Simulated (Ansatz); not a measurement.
Ti$_{5}$H: geometry relaxation (part 1 of 3)

- system: Ti$_{5}$H (slab, 6 atoms in the cell)
- method: DFT PBE, scalar-relativistic, plane waves, PAW, PAW set soft_1, no spin polarisation (Ansatz 0.2.0)

The structure derives from an entry of the Crystallography Open Database. The input holds or restrains some coordinates. Forces given for the steps count only the free coordinates. Figures and captions count atoms from 1; the log counts them from 0 in places.

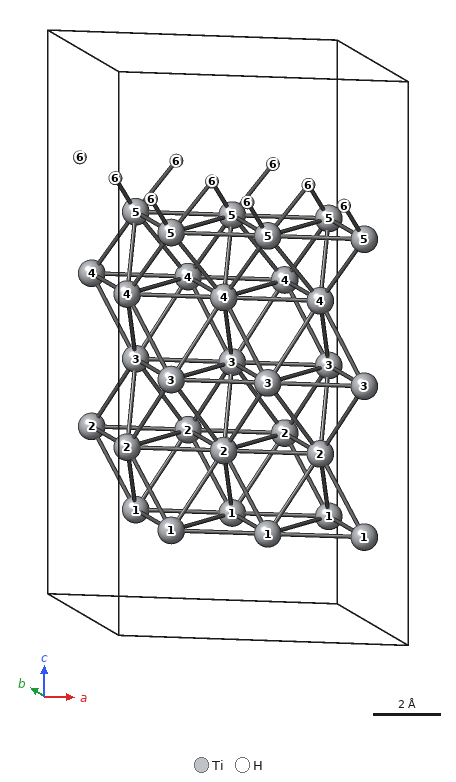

**Figure 1.** The input geometry (ball-and-stick view of the 3 × 2 repeat of the cell, with the vacuum cut short, seen slightly off an axis; atoms are numbered from 1 in the order of the input). An atom can appear more than once, as a periodic image.

### Key numbers

| quantity | value |
| --- | --- |
| outcome | converged under the restraints of the input |
| electrons treated | 61 |
| free energy | −12513.2100 eV |
| work function, top face | 4.70 eV |
| work function, bottom face | 4.43 eV |
| Fermi energy | 3.995 eV |
| gap on the k-point mesh | none (metallic) |
| final volume | 184.75 Å³ |
| work function (upper face) | 4.70 eV |
| largest force (length of the vector) at the end, held atoms and coordinates included | 0.519 eV/Å |
| hardware | 1 thread of Arm Neoverse V1, 24 GiB of memory available, shared host |
| wall time | 5.1 min |
| peak memory | 0.49 GiB |

### The input
```yaml
crystal:
  lattice:
    - [2.9381632086, 0.0, 0.0]
    - [-1.4690816043, 2.5445239791, 0.0]
    - [0.0, 0.0, 24.711706814]
  atoms:
    - { symbol: Ti, position: [0.6666666667, 0.3333333333, 0.1618666015] }
    - { symbol: Ti, position: [0.3333333333, 0.6666666667, 0.2559609806] }
    - { symbol: Ti, position: [0.6666666667, 0.3333333333, 0.3506708119] }
    - { symbol: Ti, position: [0.3333333333, 0.6666666667, 0.4475655916] }
    - { symbol: Ti, position: [0.6666666667, 0.3333333333, 0.5346335206] }
    - { symbol: H, position: [1.3333333333, 1.0, 0.5839451308] }
basis:
  ecutwfc: 420
kpoints:
  mp_grid: { grid: [9, 9, 1] }
hamiltonian:
  xc: pbe
  pseudopotentials: { kind: paw, azcp: { folder: soft_1 } }
scf:
  occupations: { method: gaussian, width: 0.1 }
output:
  forces: true
  eigenvalues: true
relax:
  adjacent_minimum: "off"
  f_tol: 0.025
  max_steps: 30
  constraints: [{ sites: [0, 1, 2, 3] }, { sites: [5], fix: xy }]
efield:
  axis: 3
  dipole_correction: true
  ramp_width: 0.04
```

Command:
```bash
ansatz run input.yaml --threads 1 --pin off --max-ram 3072MiB --backend cpu --events-out ev --progress --plain --runs-dir out
```

### Log
```
Engine: ansatz 0.2.0, aarch64-unknown-linux-gnu
Pseudopotentials: kind: paw
Pseudopotential: Ti, paw, valence charge 12, recommended cutoff 420 eV (normal), [file]
Pseudopotential: H, paw, valence charge 1, recommended cutoff 420 eV (normal), [file]
Functional definition: PBE
  parameter kappa = 0.804
  parameter beta = 0.06672455060314922
  exchange = pbe_x(kappa = kappa, mu = beta*pi^2/3)
  correlation = pbe_c(beta = beta)
Crystal: 6 atoms, lattice volume = 184.750 Å³
Basis set: ecut = 420 eV, 3563 PW (Γ), exchange–correlation on 40×40×360 points (8 copies of the dense FFT grid, shifted against one another)
Bands: 37, of which v1, the nominal top of the filled ones, is band 31 counted from 1 (30 counted from 0)
Symmetry: 1 space group operations
Space group: P1 (ITA 1), of the structure as read, at distance tolerance 5.7e-5 Å
k-points: 41 of 81 (time reversal used)
Non-local potential: Ti, projectors of the file, l = 0: 3, l = 1: 2, l = 2: 3, l = 3: 1
Non-local potential: H, projectors of the file, l = 0: 2, l = 1: 1
PAW form: soft (Blöchl's): semilocal exchange-correlation on the pseudo side does not see the compensation charge
PAW one-centre angular grid: Ti, 590 points (default); XC on 64 Gauss nodes
PAW one-centre angular grid: H, 110 points (default); XC on 64 Gauss nodes
Initial density: superposition of atomic densities (neutral atoms: chi_scale 0, normalization atom)
Initial wavefunctions: pseudopotential atomic-orbital guess
Functional: x = pbe(κ = 0.804, μ = 0.2195149727645171), c = pbe(β = 0.06672455060314922)
SCF iter   1: F=—  HF=-12515.643276 eV  |F-HF|=—  |Δ(HF+E_count)|=         —  Δρ=5.80e-2  dr2=6.97e1  ethr=3.10e-3  p=-0.000 e·Å  D=-2.27e-6 V/Å  ΔV_dip=0.00 eV  dr2_dipole=2.39e1  V_vac-E_F(+/−)=8.19/8.19 eV  ⟨swp⟩=9.2  Hψ=7473  notcnv=0
efield: sawtooth ramp at fractional position 0.8529 (placed from the atoms, in the widest stretch of the axis that holds none; the zero of the levels goes with the place), width 0.0400; the density the first Hamiltonian is built on has a dipole p = -0.000 e·Å; the dipole correction subtracts the counter field D = -2.27e-6 V/Å, which shifts the + side's vacuum level by +0.00 eV against the − side's; the planar-averaged density in the ramp window peaks in size at 5.7e-6 e/Å³
preconditioner: auto → LDOS  [metal: Δε(μ)=0.002 eV  Ē_g=2.893 eV  σ=0.100 eV  W_gap=0.01  n_scr=16 (ndim 8)  ℏωp=12.5 eV  f_vac=0.441  D(μ)=6.96/eV (n_scr^D=62)  β→1.0]
SCF iter   2: F=—  HF=-12522.991725 eV  |F-HF|=—  |Δ(HF+E_count)|=    7.35e0  Δρ=1.19e-1  dr2=6.65e2  ethr=3.10e-3  p=-0.311 e·Å  D=-3.04e-1 V/Å  ΔV_dip=7.52 eV  dr2_dipole=4.41e2  V_vac-E_F(+/−)=4.79/-2.74 eV  ⟨swp⟩=13.0  Hψ=11082  notcnv=0  defer=36  recentre
SCF iter   3: F=—  HF=-12513.499208 eV  |F-HF|=—  |Δ(HF+E_count)|=    9.49e0  Δρ=3.78e-2  dr2=4.01e1  ethr=3.10e-3  p=-0.007 e·Å  D=-7.18e-3 V/Å  ΔV_dip=0.18 eV  dr2_dipole=1.70e1  V_vac-E_F(+/−)=7.11/6.99 eV  ⟨swp⟩=10.9  Hψ=8783  notcnv=0  defer=16
SCF iter   4: F=—  HF=-12512.628914 eV  |F-HF|=—  |Δ(HF+E_count)|=   8.70e-1  Δρ=1.03e-2  dr2=1.10e0  ethr=3.10e-3  p=0.207 e·Å  D=2.03e-1 V/Å  ΔV_dip=-5.01 eV  dr2_dipole=1.24e-2  V_vac-E_F(+/−)=5.45/10.43 eV  ⟨swp⟩=5.6  Hψ=3194  notcnv=0  defer=13
SCF iter   5: F=—  HF=-12512.475261 eV  |F-HF|=—  |Δ(HF+E_count)|=   1.54e-1  Δρ=8.95e-3  dr2=1.89e0  ethr=1.80e-3  p=0.100 e·Å  D=9.81e-2 V/Å  ΔV_dip=-2.42 eV  dr2_dipole=5.48e-1  V_vac-E_F(+/−)=5.20/7.62 eV  ⟨swp⟩=2.1  Hψ=2019  notcnv=0  defer=14
SCF iter   6: F=—  HF=-12512.424355 eV  |F-HF|=—  |Δ(HF+E_count)|=   5.09e-2  Δρ=4.45e-3  dr2=1.70e-1  ethr=1.80e-3  p=-0.118 e·Å  D=-1.15e-1 V/Å  ΔV_dip=2.85 eV  dr2_dipole=1.09e-2  V_vac-E_F(+/−)=5.05/2.24 eV  ⟨swp⟩=2.6  Hψ=1928  notcnv=0  defer=16
SCF iter   7: F=—  HF=-12512.438144 eV  |F-HF|=—  |Δ(HF+E_count)|=   1.38e-2  Δρ=2.37e-3  dr2=7.07e-2  ethr=2.79e-4  p=-0.111 e·Å  D=-1.09e-1 V/Å  ΔV_dip=2.68 eV  dr2_dipole=2.29e-2  V_vac-E_F(+/−)=4.75/2.10 eV  ⟨swp⟩=2.7  Hψ=2334  notcnv=0  defer=17
SCF iter   8: F=—  HF=-12512.411199 eV  |F-HF|=—  |Δ(HF+E_count)|=   2.69e-2  Δρ=1.07e-3  dr2=1.17e-2  ethr=1.16e-4  p=-0.013 e·Å  D=-1.28e-2 V/Å  ΔV_dip=0.32 eV  dr2_dipole=6.89e-3  V_vac-E_F(+/−)=4.79/4.48 eV  ⟨swp⟩=2.7  Hψ=1934  notcnv=0  defer=17
SCF iter   9: F=—  HF=-12512.412125 eV  |F-HF|=—  |Δ(HF+E_count)|=   9.26e-4  Δρ=4.99e-4  dr2=8.58e-3  ethr=1.92e-5  p=-0.001 e·Å  D=-1.09e-3 V/Å  ΔV_dip=0.03 eV  dr2_dipole=6.42e-3  V_vac-E_F(+/−)=4.79/4.76 eV  ⟨swp⟩=1.9  Hψ=1858  notcnv=0  defer=15
SCF iter  10: F=—  HF=-12512.411408 eV  |F-HF|=—  |Δ(HF+E_count)|=   7.17e-4  Δρ=2.77e-4  dr2=4.00e-4  ethr=1.41e-5  p=-0.014 e·Å  D=-1.33e-2 V/Å  ΔV_dip=0.33 eV  dr2_dipole=4.46e-5  V_vac-E_F(+/−)=4.79/4.46 eV  ⟨swp⟩=2.0  Hψ=1679  notcnv=0  defer=15
SCF iter  11: F=—  HF=-12512.411426 eV  |F-HF|=—  |Δ(HF+E_count)|=   1.76e-5  Δρ=9.24e-5  dr2=5.32e-5  ethr=6.56e-7  p=-0.014 e·Å  D=-1.38e-2 V/Å  ΔV_dip=0.34 eV  dr2_dipole=2.67e-5  V_vac-E_F(+/−)=4.78/4.44 eV  ⟨swp⟩=2.4  Hψ=1963  notcnv=0  defer=15
SCF iter  12: F=—  HF=-12512.411441 eV  |F-HF|=—  |Δ(HF+E_count)|=   1.53e-5  Δρ=4.29e-5  dr2=1.93e-5  ethr=2.56e-8  p=-0.014 e·Å  D=-1.38e-2 V/Å  ΔV_dip=0.34 eV  dr2_dipole=1.39e-5  V_vac-E_F(+/−)=4.78/4.44 eV  ⟨swp⟩=16.4  Hψ=8954  notcnv=0
SCF iter  13: F=-12512.411444 eV  HF=-12512.411443 eV  |F-HF|=6.62e-7  |Δ(HF+E_count)|=   2.36e-6  Δρ=1.73e-5  dr2=4.12e-7  ethr=2.56e-8  p=-0.014 e·Å  D=-1.40e-2 V/Å  ΔV_dip=0.35 eV  dr2_dipole=9.64e-8  V_vac-E_F(+/−)=4.78/4.44 eV  ⟨swp⟩=4.9  Hψ=5036  notcnv=0
SCF 1 converged in 13 iterations: F = -12512.411444 eV  dr2 = 4.12e-7
  greatest PAW one-centre occupation: 0.999 electrons in one spin orbital (limit 2), on the Ti atom at site 2 (counted from 0), in its partial waves of l = 0
relax step   1: F+E_penalty+E_count = -12512.41144391 eV  Δ(F+E_penalty+E_count) = +0.000e0 eV  max|allowed force component| = 2.491e0 eV/Å  Δτ_max = 0.0000 Å  (13 SCF iters, dr2 threshold 1.56e-5 eV, accepted)
Initial density: handed on by an earlier stage of this run
Initial wavefunctions: those handed on with the density
iter 1 solved again at ethr=7.00e-4 eV; its pass at ethr=3.10e-3 eV (dr2=4.27e-1 eV) is discarded
SCF iter   1: F=—  HF=-12512.870016 eV  |F-HF|=—  |Δ(HF+E_count)|=         —  Δρ=9.24e-3  dr2=4.09e-1  ethr=7.00e-4  p=-0.014 e·Å  D=-1.40e-2 V/Å  ΔV_dip=0.35 eV  dr2_dipole=1.92e-1  V_vac-E_F(+/−)=4.77/4.43 eV  ⟨swp⟩=1.2  Hψ=5768  notcnv=0  defer=6
efield: sawtooth ramp at fractional position 0.8529 (handed on by an earlier solve), width 0.0400; the density the first Hamiltonian is built on has a dipole p = -0.014 e·Å; the dipole correction subtracts the counter field D = -1.40e-2 V/Å, which shifts the + side's vacuum level by +0.35 eV against the − side's; the planar-averaged density in the ramp window peaks in size at 7.7e-6 e/Å³
preconditioner: auto → LDOS  [metal: Δε(μ)=0.008 eV  Ē_g=2.464 eV  σ=0.100 eV  W_gap=0.04  n_scr=16 (ndim 8)  ℏωp=12.5 eV  f_vac=0.455  D(μ)=9.22/eV (n_scr^D=100)  β→1.0]
SCF iter   2: F=—  HF=-12512.862877 eV  |F-HF|=—  |Δ(HF+E_count)|=   7.14e-3  Δρ=5.39e-3  dr2=1.18e-1  ethr=6.71e-4  p=-0.019 e·Å  D=-1.84e-2 V/Å  ΔV_dip=0.46 eV  dr2_dipole=3.15e-2  V_vac-E_F(+/−)=4.89/4.44 eV  ⟨swp⟩=2.6  Hψ=2848  notcnv=0  defer=6
SCF iter   3: F=—  HF=-12512.852283 eV  |F-HF|=—  |Δ(HF+E_count)|=   1.06e-2  Δρ=1.18e-3  dr2=5.03e-3  ethr=1.93e-4  p=-0.016 e·Å  D=-1.59e-2 V/Å  ΔV_dip=0.39 eV  dr2_dipole=4.96e-4  V_vac-E_F(+/−)=4.83/4.43 eV  ⟨swp⟩=2.0  Hψ=2796  notcnv=0  defer=6
SCF iter   4: F=—  HF=-12512.851900 eV  |F-HF|=—  |Δ(HF+E_count)|=   3.83e-4  Δρ=2.96e-4  dr2=4.78e-4  ethr=8.25e-6  p=-0.017 e·Å  D=-1.67e-2 V/Å  ΔV_dip=0.41 eV  dr2_dipole=8.01e-5  V_vac-E_F(+/−)=4.85/4.44 eV  ⟨swp⟩=2.7  Hψ=2117  notcnv=0  defer=9
SCF iter   5: F=-12512.851848 eV  HF=-12512.851895 eV  |F-HF|=4.72e-5  |Δ(HF+E_count)|=   4.45e-6  Δρ=8.54e-5  dr2=4.13e-5  ethr=1.64e-7  p=-0.017 e·Å  D=-1.65e-2 V/Å  ΔV_dip=0.41 eV  dr2_dipole=1.60e-5  V_vac-E_F(+/−)=4.84/4.44 eV  ⟨swp⟩=8.4  Hψ=6571  notcnv=0
SCF 2 converged in 5 iterations: F = -12512.851848 eV  dr2 = 4.13e-5
relax step   2: F+E_penalty+E_count = -12512.85184812 eV  Δ(F+E_penalty+E_count) = -4.404e-1 eV  max|allowed force component| = 1.158e0 eV/Å  Δτ_max = 0.1947 Å  (5 SCF iters, dr2 threshold 1.00e-4 eV, accepted)
iter 1 solved again at ethr=1.81e-4 eV; its pass at ethr=3.10e-3 eV (dr2=1.11e-1 eV) is discarded
SCF iter   1: F=—  HF=-12513.022432 eV  |F-HF|=—  |Δ(HF+E_count)|=         —  Δρ=6.96e-3  dr2=1.09e-1  ethr=1.81e-4  p=-0.017 e·Å  D=-1.65e-2 V/Å  ΔV_dip=0.41 eV  dr2_dipole=1.92e-3  V_vac-E_F(+/−)=4.84/4.43 eV  ⟨swp⟩=1.9  Hψ=6031  notcnv=0  defer=4
efield: sawtooth ramp at fractional position 0.8529 (handed on by an earlier solve), width 0.0400; the density the first Hamiltonian is built on has a dipole p = -0.017 e·Å; the dipole correction subtracts the counter field D = -1.65e-2 V/Å, which shifts the + side's vacuum level by +0.41 eV against the − side's; the planar-averaged density in the ramp window peaks in size at 7.6e-6 e/Å³
preconditioner: auto → LDOS  [metal: Δε(μ)=0.001 eV  Ē_g=2.469 eV  σ=0.100 eV  W_gap=0.00  n_scr=16 (ndim 8)  ℏωp=12.5 eV  f_vac=0.454  D(μ)=10.24/eV (n_scr^D=114)  β→1.0]
SCF iter   2: F=—  HF=-12513.017399 eV  |F-HF|=—  |Δ(HF+E_count)|=   5.03e-3  Δρ=4.26e-3  dr2=6.95e-2  ethr=1.79e-4  p=-0.013 e·Å  D=-1.27e-2 V/Å  ΔV_dip=0.31 eV  dr2_dipole=2.19e-2  V_vac-E_F(+/−)=4.75/4.44 eV  ⟨swp⟩=2.0  Hψ=2956  notcnv=0  defer=4
SCF iter   3: F=—  HF=-12513.007447 eV  |F-HF|=—  |Δ(HF+E_count)|=   9.95e-3  Δρ=6.27e-4  dr2=3.41e-3  ethr=1.14e-4  p=-0.012 e·Å  D=-1.21e-2 V/Å  ΔV_dip=0.30 eV  dr2_dipole=1.98e-3  V_vac-E_F(+/−)=4.73/4.43 eV  ⟨swp⟩=2.0  Hψ=2757  notcnv=0  defer=8
SCF iter   4: F=—  HF=-12513.007606 eV  |F-HF|=—  |Δ(HF+E_count)|=   1.59e-4  Δρ=4.16e-4  dr2=6.34e-4  ethr=5.59e-6  p=-0.012 e·Å  D=-1.16e-2 V/Å  ΔV_dip=0.29 eV  dr2_dipole=3.32e-5  V_vac-E_F(+/−)=4.72/4.43 eV  ⟨swp⟩=2.1  Hψ=2350  notcnv=0  defer=10
SCF iter   5: F=—  HF=-12513.007482 eV  |F-HF|=—  |Δ(HF+E_count)|=   1.24e-4  Δρ=9.75e-5  dr2=5.64e-5  ethr=1.04e-6  p=-0.012 e·Å  D=-1.15e-2 V/Å  ΔV_dip=0.28 eV  dr2_dipole=2.69e-5  V_vac-E_F(+/−)=4.71/4.43 eV  ⟨swp⟩=2.0  Hψ=2555  notcnv=0  defer=10
SCF iter   6: F=-12513.007478 eV  HF=-12513.007478 eV  |F-HF|=4.69e-7  |Δ(HF+E_count)|=   4.05e-6  Δρ=1.59e-5  dr2=4.09e-7  ethr=9.25e-8  p=-0.012 e·Å  D=-1.15e-2 V/Å  ΔV_dip=0.28 eV  dr2_dipole=1.55e-8  V_vac-E_F(+/−)=4.71/4.43 eV  ⟨swp⟩=10.4  Hψ=6217  notcnv=0
SCF 3 converged in 6 iterations: F = -12513.007478 eV  dr2 = 4.09e-7
relax step   3: F+E_penalty+E_count = -12513.00747816 eV  Δ(F+E_penalty+E_count) = -1.556e-1 eV  max|allowed force component| = 3.505e-1 eV/Å  Δτ_max = 0.1978 Å  (6 SCF iters, dr2 threshold 8.39e-5 eV, accepted)
```
